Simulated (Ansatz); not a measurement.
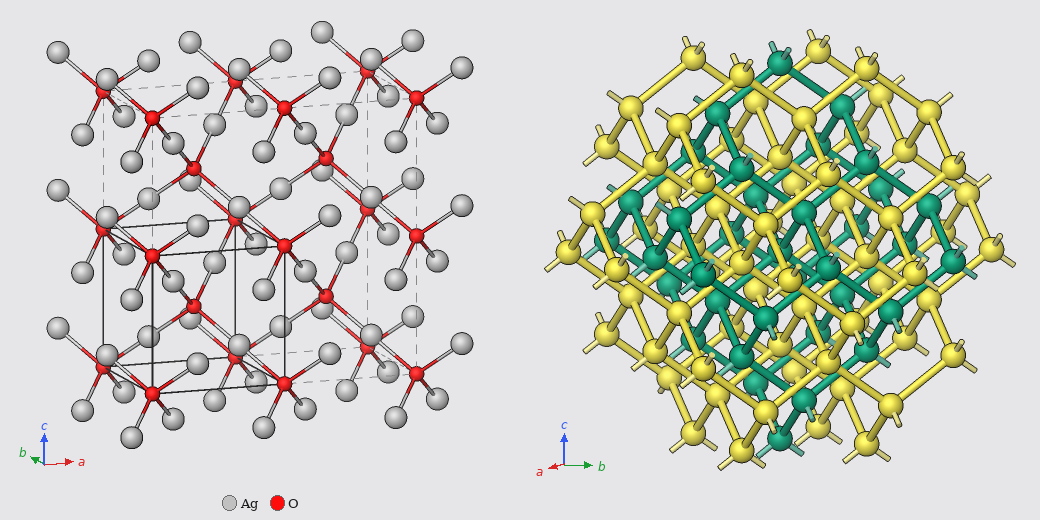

Left: the structure. Right: its underlying net. Colours tell the separate nets apart. Edges to nodes outside the piece are drawn as stubs.

The compound is Ag2O (space group Pn-3m, No. 224), taken as coordinates from a relaxation with DFT PBE, scalar-relativistic, plane waves, PAW in Ansatz.

Bonds are taken as Ag–O below 2.3 Å. Simplification: prune 0- and 1-connected atoms, fold 2-connected ones into links.

The result is a uninodal 4-connected, three-periodic net: O is a 4-connected node. Ag becomes part of the edges. It is the dia net, known from diamond, zinc blende and cristobalite. Two identical nets interpenetrate without a bond between them.

| node | links | point symbol | coordination sequence |
| --- | --- | --- | --- |
| O | 4 | 6⁶ | 4 12 24 42 64 92 |
